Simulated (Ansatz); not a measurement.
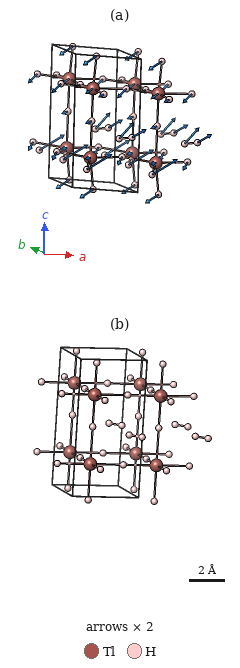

The structure of crystalline TlH4 (a generated structure, set up in P1) (coarse preliminary run) before (top) and after (bottom) a relaxation, at one scale. The blue arrows give the displacements (the part carried along by the change of the cell is left out), 2 times their true length.

Style: ball-and-stick. Shown: the cell of the calculation, repeated 2 × 2 × 1 with one cell outlined, slightly off an axis.

All numbers below come from Ansatz 0.2.0, DFT PBE, scalar-relativistic, plane waves, PAW.

The input:
```yaml
crystal:
  lattice:
    - [3.9002657431, 0.0, 0.0]
    - [-0.3450542426, 4.0800237578, 0.0]
    - [-0.8287795591, -0.6595447811, 7.7527763574]
  atoms:
    - { symbol: Tl, position: [0.4315168206, 0.4594344861, 0.2054895806] }
    - { symbol: Tl, position: [0.4541760673, 0.4855645786, 0.7244322221] }
    - { symbol: H, position: [0.2120710658, 0.0021243623, 0.14197385] }
    - { symbol: H, position: [0.8944905435, 0.0108952192, 0.4080416518] }
    - { symbol: H, position: [0.5133643971, 0.5395664001, 0.9645584735] }
    - { symbol: H, position: [0.4447342533, 0.479670179, 0.4798134396] }
    - { symbol: H, position: [0.7074447385, 0.0358503832, 0.3900158413] }
    - { symbol: H, position: [0.4415902178, 0.9870622209, 0.71638293] }
    - { symbol: H, position: [0.9401654619, 0.5266377944, 0.2269766394] }
    - { symbol: H, position: [0.9604464341, 0.4731943761, 0.7423153718] }
basis:
  ecutwfc: 420
kpoints:
  mp_grid: { grid: [4, 4, 2] }
hamiltonian:
  xc: pbe
scf:
  occupations: { method: gaussian, width: 0.1 }
  lower_state_search: "off"
output:
  forces: true
  stress: true
  eigenvalues: true
relax:
  adjacent_minimum: "off"
  f_tol: 0.04
  max_steps: 70
  cell: { stress_tol: 0.4 }
```

Launched with:
```bash
ansatz run input.yaml --threads 1 --pin off --max-ram 2560MiB --backend cpu --events-out ev --progress --plain --runs-dir out
```

Q: Describe what moved and what it gained.

A: H3 moves most relative to the cell: 0.87 Å along [3 0 1]. By element the largest moves are H 0.87 Å, Tl 0.29 Å. The volume changes by +2.1 %, with a 3.900 → 3.963 Å (+1.6 %), b 4.095 → 3.975 Å (−2.9 %), c 7.825 → 7.993 Å (+2.2 %), α 94.3° → 90.3°, β 96.1° → 90.4°, γ 94.8° → 90.4°. Near-neighbour distances that change, for instance: Tl1–H3 2.513 → 1.988 Å, Tl1–H5 1.992 → 2.101 Å, Tl2–H8 2.064 → 1.987 Å, Tl2–H8 (another image) 2.034 → 1.988 Å. New bonds form: Tl1–H3 (2.51 → 1.99 Å). Bond angles that change, for instance: H3–Tl1–H9 117.4° → 89.8°, Tl1–H5–Tl2 158.0° → 179.6°, H9–Tl1–H9 162.0° → 179.6°. The space group stays P1 (No. 1). Over 8 accepted moves (10 points after the start) the energy falls by 70.8 meV per atom. Largest force component: 0.58 eV/Å at the start, 0.0082 eV/Å at the end. Pressure: 0.24 GPa at the start and 0.04 GPa at the end. The line search rejected the trial step at point 5 of the run. The SCF was repeated once at an unchanged geometry on a basis and grid sized afresh for the cell, which shifted the energy by 0.9 meV per atom at most.

Limits of the set-up: the k-point mesh is coarse for a cell with partly filled bands.
